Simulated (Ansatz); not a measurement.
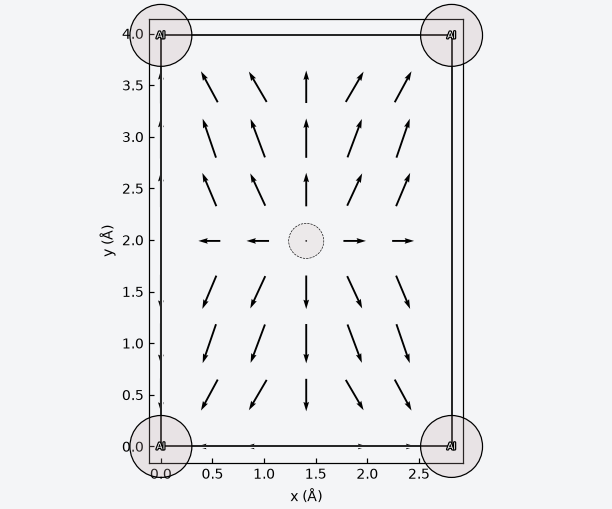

Au on an Al(110) slab cut from the Fm-3m phase, its upper half relaxed before the scan (16 atoms of substrate and one adsorbate in a 2 × 2 cell). Au is moved over the surface cell at a fixed height above a rigid substrate; the origin of the map has the adsorbate above Al13; the height is held at 3.00 Å. Places are given modulo a cell vector. The map is drawn in real space over the plane of the surface. The scan uses a 6 × 8 grid; 20 points were computed and 28 follow by symmetry. Places are given in fractions of the 1 × 1 surface cell. The runs have no spin polarisation, so an open-shell adsorbate far from the surface lies too high. At a fixed height the lowest place need not be the adsorption site. Level of theory: Ansatz, DFT PBE+D3(BJ), scalar-relativistic, plane waves, PAW. Settings: cutoff 420 eV, k-mesh 5×4×1, gaussian smearing 0.1 eV, no spin polarisation.

In the figure: arrows along the force (downhill), their lengths compressed, labelled circles for the atoms of the top layer and small ones for the second layer, the outline of one cell of the plane.

Question: The arrows alone are given. Where is the energy lowest?

Answer: The arrows converge at the top site over a surface Al atom, (0/6, 0/8) of the cell vectors (read from the interpolated surface).

The energy map of the same scan:

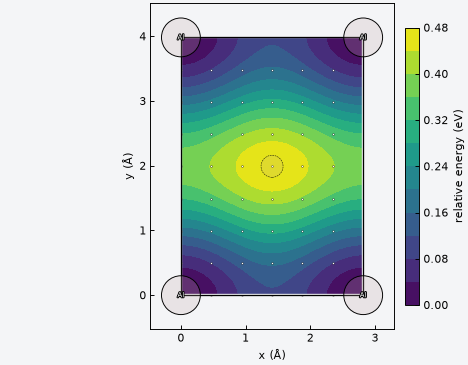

Energies are in eV, from the lowest grid point; between grid points the surface is interpolated.
